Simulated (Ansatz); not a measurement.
A series of calculations on LiNbO₃

### Relaxation

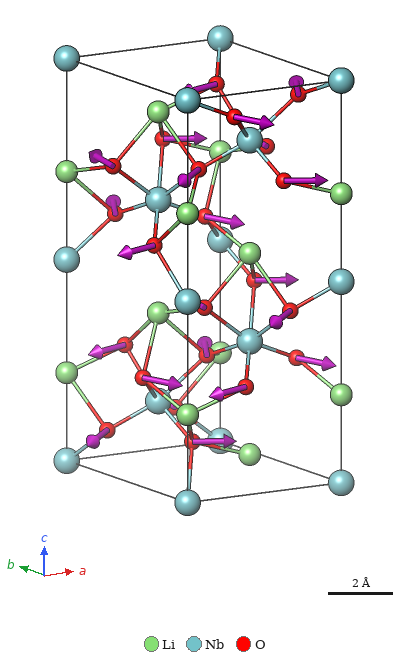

A relaxation of crystalline LiNbO₃ (set up in R3c). The starting structure is drawn; purple arrows show the displacements, 50 times their true length.

The picture is a ball-and-stick view of the conventional cell (3 times the calculation's cell), seen from a free direction. Lengths and directions refer to the drawn axes.

Case: volume × 0.97, shape and atoms relaxed.

These are results of DFT PBE, scalar-relativistic, plane waves, PAW (Ansatz 0.2.0), not measurements. (plane-wave cutoff 420 eV; k-point mesh 6 × 6 × 6; occupations gaussian; smearing width 0.02 eV; no spin polarisation; cell relaxed at fixed volume; force threshold 0.01 eV/Å; at most 30 steps)

> Which element moves most?

Oxygen: up to 0.029 Å, against 0.005 Å for niobium.

> What did the optimiser do to the structure, and how much energy did it gain?

Over 5 accepted moves (7 points after the start) the energy falls by 30.2 meV per cell of the calculation. Largest force component: 0.4 eV/Å at the start, 0.0021 eV/Å at the end. The pressure goes from 6.48 to 3.43 GPa. The line search rejected the trial step at point 5 of the run. At 1 point the geometry stayed and the basis and grid were re-selected for the new cell (energy shift of 0.1 meV per cell of the calculation at most each time). The largest moves relative to the cell, 0.029 Å, are those of O atoms. By element the largest moves are O 0.029 Å, Nb 0.005 Å, Li 0.004 Å. The drawn cell changes at constant volume: a = b 5.137 → 5.134 Å (−0.1 %), c 13.873 → 13.892 Å (+0.1 %). Near-neighbour distances that change, for instance: Li–O 2.061 → 2.036 Å, Nb–O 1.866 → 1.883 Å. The space group stays R3c (No. 161).

### Relaxation

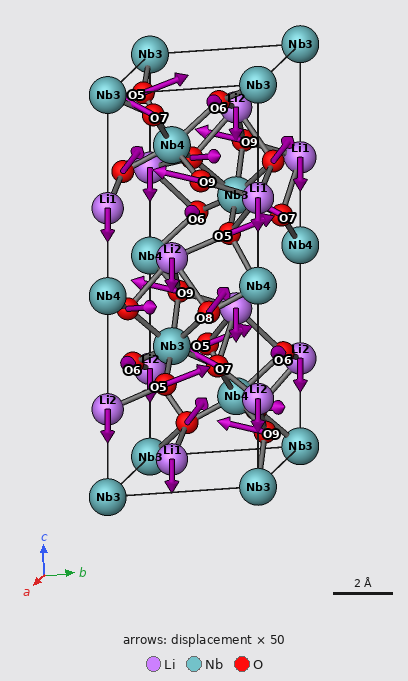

This is a relaxation of solid LiNbO3 (set up in R3c). The starting structure is drawn; purple arrows show the displacements, magnified 50 times.

The picture is a ball-and-stick view of the conventional cell (3 times the calculation's cell), seen slightly off an axis. Lengths and directions refer to the drawn axes.

Case: volume × 1.06, shape and atoms relaxed.

Computed with DFT PBE, scalar-relativistic, plane waves, PAW in Ansatz 0.2.0.

Input file:
```yaml
crystal:
  lattice:
    - [2.6475424575, 1.5285593505, 4.7562720291]
    - [-2.6475424575, 1.5285593505, 4.7562720291]
    - [0.0, -3.057118701, 4.7562720291]
  atoms:
    - { symbol: Li, position: [0.2823850632, 0.2823850632, 0.2823850632] }
    - { symbol: Li, position: [0.7823850632, 0.7823850632, 0.7823850632] }
    - { symbol: Nb, position: [0.0007325979, 0.0007325979, 0.0007325979] }
    - { symbol: Nb, position: [0.5007325979, 0.5007325979, 0.5007325979] }
    - { symbol: O, position: [0.1152696579, 0.351338683, 0.7220889979] }
    - { symbol: O, position: [0.7220889979, 0.1152696579, 0.351338683] }
    - { symbol: O, position: [0.351338683, 0.7220889979, 0.1152696579] }
    - { symbol: O, position: [0.2220889979, 0.851338683, 0.6152696579] }
    - { symbol: O, position: [0.851338683, 0.6152696579, 0.2220889979] }
    - { symbol: O, position: [0.6152696579, 0.2220889979, 0.851338683] }
basis:
  ecutwfc: 420
kpoints:
  mp_grid: { grid: [6, 6, 6] }
hamiltonian:
  xc: pbe
scf:
  occupations: { method: gaussian, width: 0.02 }
output:
  forces: true
  stress: true
  eigenvalues: true
relax:
  adjacent_minimum: "off"
  f_tol: 0.01
  max_steps: 30
  cell: { stress_tol: 0.1, fix: [volume] }
```

Command:
```bash
ansatz run input.yaml --threads 2 --pin off --max-ram 5120MiB --backend cpu --events-out ev --progress --plain --runs-dir out
```

**Which element moves most?**

Oxygen: up to 0.035 Å, against 0.025 Å for lithium.

**What happened in the run?**

After 5 accepted moves (6 points after the start) the energy has fallen by 29.2 meV per cell of the calculation. Largest force component: 0.35 eV/Å at the start, 0.0019 eV/Å at the end. Pressure: −7.71 GPa at the start and −4.85 GPa at the end. At 1 point the geometry stayed and the basis and grid were re-selected for the new cell (energy shift of 0.1 meV per cell of the calculation at most each time). The largest moves relative to the cell, 0.035 Å, are those of O5, O6, O7, O8, O9 and O10. O5 goes roughly along +b. By element the largest moves are O 0.035 Å, Li 0.025 Å, Nb 0.003 Å. The drawn cell changes at constant volume: a = b 5.295 → 5.300 Å (+0.1 %), c 14.269 → 14.242 Å (−0.2 %). Among the contacts that change: Li1–O10 2.159 → 2.203 Å, Li1–O5 2.294 → 2.263 Å, Nb3–O5 1.903 → 1.883 Å. The space group stays R3c (No. 161).

### A change

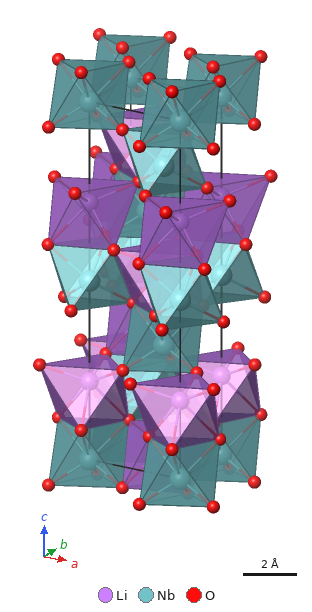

This is solid LiNbO₃ (set up in R3c). A polyhedral model of the conventional cell (3 times the calculation's cell), seen slightly off an axis. Lengths and directions refer to the drawn axes.

Level of theory: DFT PBE, scalar-relativistic, plane waves, PAW (Ansatz). Set-up: plane-wave cutoff 420 eV; k-point mesh 6 × 6 × 6; occupations gaussian; smearing width 0.02 eV; no spin polarisation.

The variant: The volume is changed by +3.0 %. The cell's shape and the atoms are relaxed at that volume.

### What does the calculation give for the changed structure?

It costs 2.9 meV per atom. The pressure goes from 0.0 to −2.7 GPa. The drawn cell changes as follows: a = b 5.190 → 5.245 Å (+1.1 %), c 14.014 → 14.133 Å (+0.8 %); the volume changes by +3.0 %. The largest moves relative to the cell, 0.032 Å, are those of O atoms. Largest moves by element: O 0.032 Å, Li 0.011 Å, Nb 0.004 Å. Near-neighbour distances before and after: Li–O 2.082 → 2.138 Å, Nb–O 2.159 → 2.181 Å, Li–O 2.267 → 2.272 Å. The space group stays R3c (No. 161).
